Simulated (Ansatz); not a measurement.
## Single-point calculation, with input and output: Al

- system: Al (slab, 10 atoms in the cell)
- method: DFT LDA, scalar-relativistic, plane waves, PAW, no spin polarisation (Ansatz 0.2.0)

The structure derives from a Materials Project entry. It belongs to a series of runs on one base structure; here: functional: lda. Figures and captions count atoms from 1; the log counts them from 0 in places.

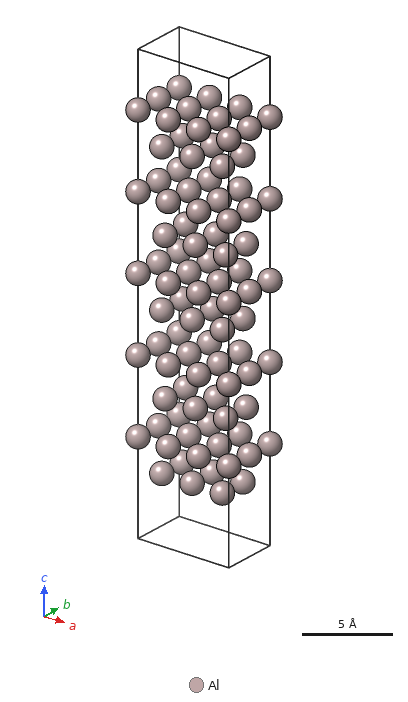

**Figure 1.** The input geometry (spheres-only view of the 3 × 2 repeat of the cell, with the vacuum cut short, seen slightly off an axis). An atom can appear more than once, as a periodic image.

**Summary**

| quantity | value |
| --- | --- |
| outcome | converged |
| electrons treated | 30 |
| free energy | −5127.7256 eV |
| work function, top face | 4.21 eV |
| work function, bottom face | 4.22 eV |
| Fermi energy | 3.538 eV |
| gap on the k-point mesh | none (metallic) |
| work function (upper face) | 4.21 eV |
| largest force (length of the vector) | 0.138 eV/Å |
| hardware | 1 thread of AMD EPYC 7571, 32 GiB of memory available, shared host |
| wall time | 26 s |
| peak memory | 0.44 GiB |

**Input**
```yaml
crystal:
  lattice:
    - [2.854322333, 0.0, 0.0]
    - [-1.4271611665, 2.471915651, 0.0]
    - [0.0, 0.0, 36.1121833172]
  atoms:
    - { symbol: Al, position: [0.3333333333, 0.6666666667, 0.2076861411] }
    - { symbol: Al, position: [0.0, 0.0, 0.2726447764] }
    - { symbol: Al, position: [0.6666666667, 0.3333333333, 0.3376034117] }
    - { symbol: Al, position: [0.0, 0.0, 0.402562047] }
    - { symbol: Al, position: [0.3333333333, 0.6666666667, 0.4675206823] }
    - { symbol: Al, position: [0.0, 0.0, 0.5324793177] }
    - { symbol: Al, position: [0.6666666667, 0.3333333333, 0.597437953] }
    - { symbol: Al, position: [0.0, 0.0, 0.6623965883] }
    - { symbol: Al, position: [0.3333333333, 0.6666666667, 0.7273552236] }
    - { symbol: Al, position: [0.0, 0.0, 0.7923138589] }
basis:
  ecutwfc: 420
kpoints:
  mp_grid: { grid: [12, 12, 1] }
hamiltonian:
  xc: lda
scf:
  occupations: { method: gaussian, width: 0.1 }
output:
  forces: true
  stress: true
  eigenvalues: true
efield:
  axis: 3
  dipole_correction: true
  ramp_width: 0.04
```

Launch command:
```bash
ansatz run input.yaml --threads 1 --pin off --max-ram 2560MiB --backend cpu --events-out ev --progress --plain --runs-dir out
```

**Log**
```
Engine: ansatz 0.2.0, x86_64-unknown-linux-gnu
Pseudopotentials: kind: paw
Pseudopotential: Al, paw, valence charge 3, recommended cutoff 420 eV (normal), Al.paw.azcp
Functional definition: SPW92
  exchange = slater_x
  correlation = pw_c
Crystal: 10 atoms, lattice volume = 254.795 Å³
Basis set: ecut = 420 eV, 5005 PW (Γ)
Bands: 25, of which v1, the nominal top of the filled ones, is band 15 counted from 1 (14 counted from 0)
Symmetry: 6 space group operations
Space group: P3m1 (ITA 156), of the structure as read, at distance tolerance 6.3e-5 Å
k-points: 19 of 144 (time reversal used)
Non-local potential: Al, projectors of the file, l = 0: 2, l = 1: 2, l = 2: 1
PAW form: soft (Blöchl's): semilocal exchange-correlation on the pseudo side does not see the compensation charge
PAW frozen core: Al, regenerated for the run's functional, and the local potential with it (the file was generated under x = pbe(κ = 0.804, μ = 0.2195149727645171), c = pbe(β = 0.06672455060314922))
PAW one-centre angular grid: Al, 110 points (default); XC on 64 Gauss nodes
Initial density: superposition of atomic densities (neutral atoms: chi_scale 0, normalization atom), corrected by the library's trained network
Initial wavefunctions: pseudopotential atomic-orbital guess
Functional: x = slater, c = lda
SCF iter   1: F=—  HF=-5127.742917 eV  |F-HF|=—  |Δ(HF+E_count)|=         —  Δρ=3.26e-3  dr2=3.89e-1  ethr=1.77e-3  p=-0.000 e·Å  D=-3.84e-5 V/Å  ΔV_dip=0.00 eV  dr2_dipole=2.92e-4  V_vac-E_F(+/−)=4.30/4.30 eV  ⟨swp⟩=11.7  Hψ=3620  notcnv=0  defer=3
efield: sawtooth ramp at fractional position 0.9800 (placed from the atoms, in the widest stretch of the axis that holds none; the zero of the levels goes with the place), width 0.0400; the density the first Hamiltonian is built on has a dipole p = -0.000 e·Å; the dipole correction subtracts the counter field D = -3.84e-5 V/Å, which shifts the + side's vacuum level by +0.00 eV against the − side's; the planar-averaged density in the ramp window peaks in size at 3.2e-5 e/Å³
preconditioner: auto → LDOS  [metal: Δε(μ)=0.006 eV  Ē_g=6.930 eV  σ=0.100 eV  W_gap=0.03  n_scr=20 (ndim 8)  ℏωp=12.7 eV  f_vac=0.291  D(μ)=4.58/eV (n_scr^D=20)  β→1.0]
SCF iter   2: F=—  HF=-5127.725140 eV  |F-HF|=—  |Δ(HF+E_count)|=   1.78e-2  Δρ=6.63e-4  dr2=5.25e-3  ethr=1.30e-3  p=-0.000 e·Å  D=-1.05e-4 V/Å  ΔV_dip=0.00 eV  dr2_dipole=5.39e-3  V_vac-E_F(+/−)=4.25/4.25 eV  ⟨swp⟩=1.3  Hψ=649  notcnv=0  defer=23
SCF iter   3: F=—  HF=-5127.725607 eV  |F-HF|=—  |Δ(HF+E_count)|=   4.67e-4  Δρ=2.02e-4  dr2=8.74e-4  ethr=1.75e-5  p=0.000 e·Å  D=2.58e-4 V/Å  ΔV_dip=-0.01 eV  dr2_dipole=9.12e-6  V_vac-E_F(+/−)=4.22/4.23 eV  ⟨swp⟩=2.5  Hψ=711  notcnv=0  defer=29
SCF iter   4: F=—  HF=-5127.725574 eV  |F-HF|=—  |Δ(HF+E_count)|=   3.29e-5  Δρ=6.65e-5  dr2=7.07e-5  ethr=2.91e-6  p=0.001 e·Å  D=3.59e-4 V/Å  ΔV_dip=-0.01 eV  dr2_dipole=1.38e-5  V_vac-E_F(+/−)=4.21/4.22 eV  ⟨swp⟩=2.2  Hψ=641  notcnv=0  defer=29
SCF iter   5: F=—  HF=-5127.725586 eV  |F-HF|=—  |Δ(HF+E_count)|=   1.26e-5  Δρ=1.13e-5  dr2=1.76e-6  ethr=2.36e-7  p=0.001 e·Å  D=3.78e-4 V/Å  ΔV_dip=-0.01 eV  dr2_dipole=1.39e-8  V_vac-E_F(+/−)=4.21/4.22 eV  ⟨swp⟩=2.3  Hψ=699  notcnv=0  defer=29
SCF iter   6: F=—  HF=-5127.725586 eV  |F-HF|=—  |Δ(HF+E_count)|=   1.13e-7  Δρ=4.05e-6  dr2=2.00e-7  ethr=3.33e-10  p=0.001 e·Å  D=4.01e-4 V/Å  ΔV_dip=-0.01 eV  dr2_dipole=1.91e-8  V_vac-E_F(+/−)=4.21/4.22 eV  ⟨swp⟩=17.1  Hψ=3195  notcnv=0
SCF iter   7: F=-5127.725586 eV  HF=-5127.725586 eV  |F-HF|=1.66e-8  |Δ(HF+E_count)|=   1.51e-8  Δρ=1.05e-6  dr2=1.96e-8  ethr=3.33e-10  p=0.001 e·Å  D=4.08e-4 V/Å  ΔV_dip=-0.01 eV  dr2_dipole=2.36e-9  V_vac-E_F(+/−)=4.21/4.22 eV  ⟨swp⟩=5.1  Hψ=1575  notcnv=0
SCF 1 converged in 7 iterations: F = -5127.725586 eV  dr2 = 1.96e-8
  greatest PAW one-centre occupation: 0.480 electrons in one spin orbital (limit 2), on the Al atom at site 9 (counted from 0), in its partial waves of l = 0
```

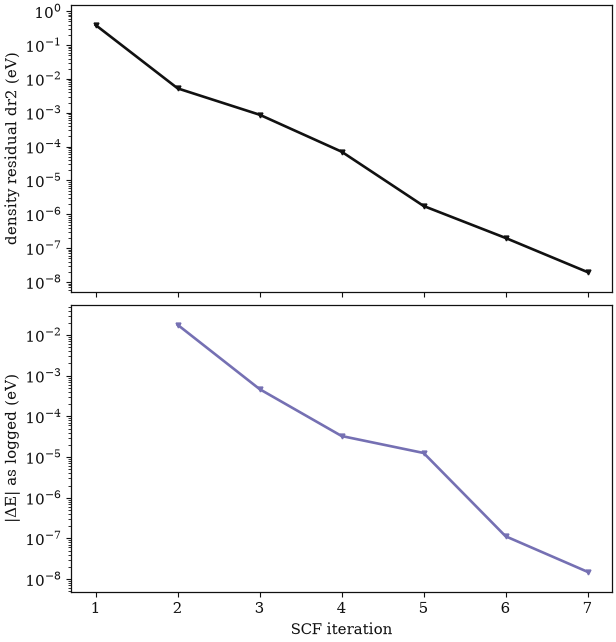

**Figure 2.** Convergence of the self-consistent field: density residual dr2 and size of the energy change against the SCF iteration. The residual falls at every step.

```
SCF converged after 7 iterations
Free energy (F): -5127.725586 eV
Harris-Foulkes:  -5127.725586 eV  (|F-HF|=1.66e-8)
Internal energy: -5127.703381 eV  (E = F + TS)
E sigma→0 (E₀):  -5127.714483 eV
Entropy (-TS):   -0.022205 eV (-2.221 meV/atom)
Fermi energy:    3.537573 eV
Dipole field:    D = 0.000350 V/Å  (p = 0.000492 e·Å, saw-weighted, corrected)
Work function:   Φ+ = 4.2067 eV   Φ− = 4.2193 eV
Levels:          The Fermi level and band energies are counted from a zero that moves with the ramp; work functions are not
--- Per-component energies (eV) ---
  E_band       = -21.544582
  E_kinetic    = 224.230907
  E_local      = -8471.837512  (includes V_loc(G=0)·N_el)
  E_nonlocal   = 110.285426
  E_hartree    = 4222.537657
  E_xc         = -390.873799
  E_vxc        = -289.725868  (∫ρ·V_xc dr)
  E_paw        = -4432.166757  (= ΣΔE_a)
  E_vpaw       = -39.572147  (= ΣTr[D̂ρ^β])
  E_aug_tail   = -0.000040  (compensation charges beyond the density's cutoff)
  E_efield     = 0.000000  (sawtooth field / dipole correction)
  E_vefield    = 0.000000  (∫n·V_field dr)
  E_ewald      = 3609.563573
  E_core_change = 0.557165  (= ΣΔE_core)
  E_smearing   = -0.022205  (= −TS)
  E_closure    = -0.000000  (closes the sum)
  Σ components = -5127.725586   (vs F -5127.725586, Δ=0.00e0)
--- Forces (eV/Å), atoms counted from 1 ---
  atom   1  Al     0.00000000    -0.00000000     0.13759888
  atom   2  Al     0.00000000     0.00000000     0.04102284
  atom   3  Al    -0.00000000     0.00000000    -0.02421838
  atom   4  Al     0.00000000    -0.00000000     0.00700550
  atom   5  Al     0.00000000    -0.00000000     0.03909137
  atom   6  Al    -0.00000000    -0.00000000    -0.02632822
  atom   7  Al    -0.00000000     0.00000000    -0.04230653
  atom   8  Al     0.00000000    -0.00000000     0.05996318
  atom   9  Al     0.00000000    -0.00000000    -0.12984701
  atom  10  Al    -0.00000000     0.00000000    -0.06203958
  max |Σ_I F_I| component: 5.80e-5 eV/Å
--- Stress (GPa, compression-positive) ---
       -2.564484       0.000000      -0.000000
        0.000000      -2.564484      -0.000000
       -0.000000      -0.000000      -2.052499
  P = ⅓ Tr σ = -2.3938 GPa (-23.938 kbar)
--- Band table (eV; the first three rows and the last of 19) ---
  k-point 0: bands = ["-7.4319", "-7.2427", "-6.9352", "-6.5123", "-5.9650", "-5.3023", "-4.5286", "-3.6454", "-2.6608", "-1.5651", "-0.4502", "0.8191", "2.1361", "3.4925", "4.8458", "6.1021", "7.0414", "7.8568", "8.0301", "9.3925", "9.4914", "11.3040", "11.3755", "13.4617", "13.4673"]
  k-point 1: bands = ["-7.2642", "-7.0753", "-6.7681", "-6.3457", "-5.7989", "-5.1369", "-4.3639", "-3.4814", "-2.4976", "-1.4014", "-0.2935", "0.9765", "2.2921", "3.6466", "4.9979", "6.2538", "7.1988", "8.0121", "8.1885", "9.5351", "9.6305", "11.3747", "11.4267", "11.6906", "11.9080"]
  k-point 2: bands = ["-6.7625", "-6.5742", "-6.2679", "-5.8469", "-5.3018", "-4.6417", "-3.8710", "-2.9910", "-2.0096", "-0.9127", "0.1759", "1.4465", "2.7558", "4.1010", "5.4397", "6.6817", "7.6308", "8.3494", "8.5381", "8.7785", "8.8427", "9.0347", "9.3925", "9.8972", "10.0522"]
  k-point 18: bands = ["0.2703", "0.4385", "0.4395", "0.4408", "0.6107", "0.6142", "0.7094", "0.8800", "0.9037", "1.0453", "1.2456", "1.2812", "1.5478", "1.6654", "1.8052", "2.5174", "2.5558", "2.7451", "3.0712", "3.1647", "3.3499", "3.8134", "4.1520", "4.6085", "5.0765"]
```

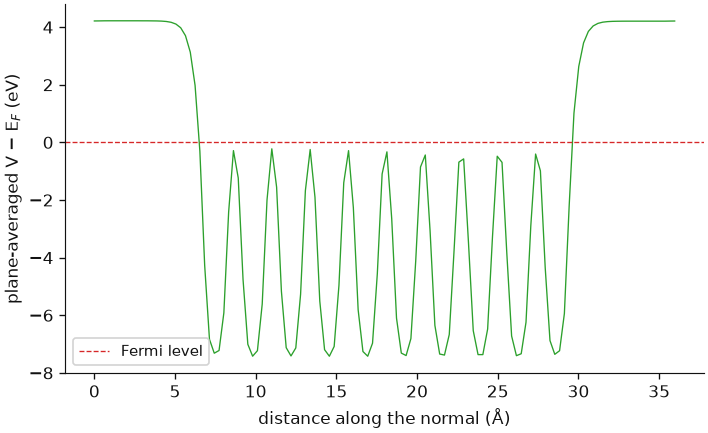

**Figure 3.** Plane average of the electrostatic potential energy of an electron across the cell, from the Fermi level. The vacuum level lies 4.21 eV above the Fermi level.

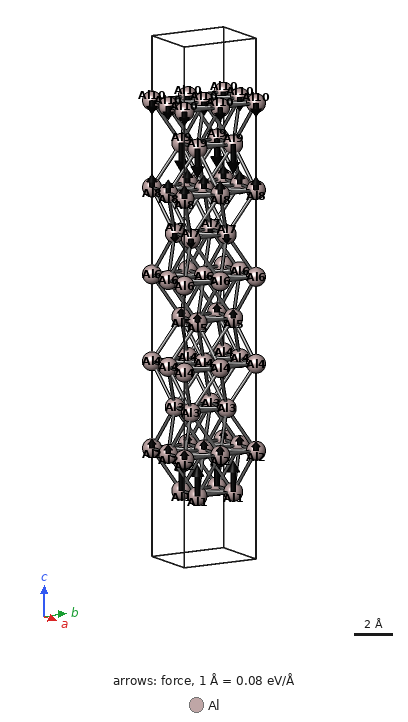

**Figure 4.** Forces on the atoms as black arrows (ball-and-stick view of the 2 × 2 repeat of the cell, with the vacuum cut short, seen slightly off an axis; atoms are numbered from 1 in the order of the input); the smallest are left out. The largest act on Al1 (0.14 eV/Å); Al9 (0.13 eV/Å); Al8, Al10 (0.06 eV/Å); Al7 (0.04 eV/Å). The geometry is not a stationary point of this energy.
